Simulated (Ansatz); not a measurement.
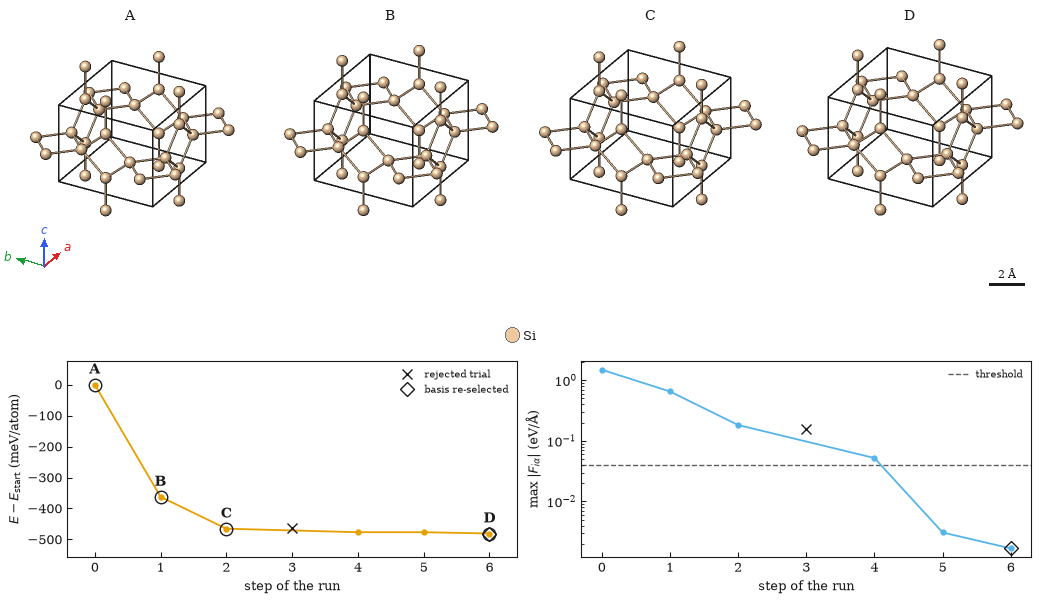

Frames of a relaxation of solid Si (a generated structure, set up in P4/mmm) (coarse preliminary run), marked on the history of the run. Style: ball-and-stick. Shown: the cell of the calculation, from a free direction.

All numbers below come from DFT PBE, scalar-relativistic, plane waves, PAW in Ansatz 0.2.0.

The input:
```yaml
crystal:
  lattice:
    - [6.18316796, 0.0, 0.0]
    - [0.0, 6.18316796, 0.0]
    - [0.0, 0.0, 4.97664351]
  atoms:
    - { symbol: Si, position: [0.5, 0.0, 0.78742072] }
    - { symbol: Si, position: [0.0, 0.5, 0.78742072] }
    - { symbol: Si, position: [0.24225281, 0.0, 0.5] }
    - { symbol: Si, position: [0.75774719, 0.0, 0.5] }
    - { symbol: Si, position: [0.0, 0.24225281, 0.5] }
    - { symbol: Si, position: [0.0, 0.75774719, 0.5] }
    - { symbol: Si, position: [0.5, 0.0, 0.21257928] }
    - { symbol: Si, position: [0.0, 0.5, 0.21257928] }
basis:
  ecutwfc: 420
kpoints:
  mp_grid: { grid: [4, 4, 4] }
hamiltonian:
  xc: pbe
scf:
  occupations: { method: gaussian, width: 0.1 }
  lower_state_search: "off"
output:
  forces: true
  stress: true
  eigenvalues: true
relax:
  adjacent_minimum: "off"
  f_tol: 0.04
  max_steps: 70
  cell: { stress_tol: 0.4 }
```

Command:
```bash
ansatz run input.yaml --threads 1 --pin off --max-ram 2560MiB --backend cpu --events-out ev --progress --plain --runs-dir out
```

**What happens along the run?**

After 4 accepted moves (6 points after the start) the energy has fallen by 481 meV per atom. The largest force component goes from 1.5 to 0.0017 eV/Å. The pressure goes from 24.69 to 0.14 GPa. The line search rejected the trial step at point 3 of the run. At 1 point the geometry stayed and the basis and grid were re-selected for the new cell (energy shift of 4.2 meV per atom at most each time). The largest moves relative to the cell, 0.029 Å, are those of Si3, Si4, Si5 and Si6. Si3 goes along +a. The drawn cell changes as follows: a = b 6.183 → 6.880 Å (+11.3 %), c 4.977 → 5.296 Å (+6.4 %); the volume changes by +31.8 %. Among the contacts that change: Si3–Si4 2.996 → 3.392 Å, Si3–Si5 2.118 → 2.399 Å, Si1–Si3 2.141 → 2.326 Å, Si1–Si7 2.116 → 2.218 Å. The space group stays P4/mmm (No. 123). Cost: 49 s on 1 thread of Arm Neoverse V1 (shared host), peak memory 0.44 GiB. From step 0 to 1: Si atoms move most (0.02 Å), volume +14.1 %, energy −362 meV per atom. From step 1 to 2: volume +10.2 %, energy −103 meV per atom. From step 2 to 6: volume +4.8 %, energy −15.5 meV per atom.
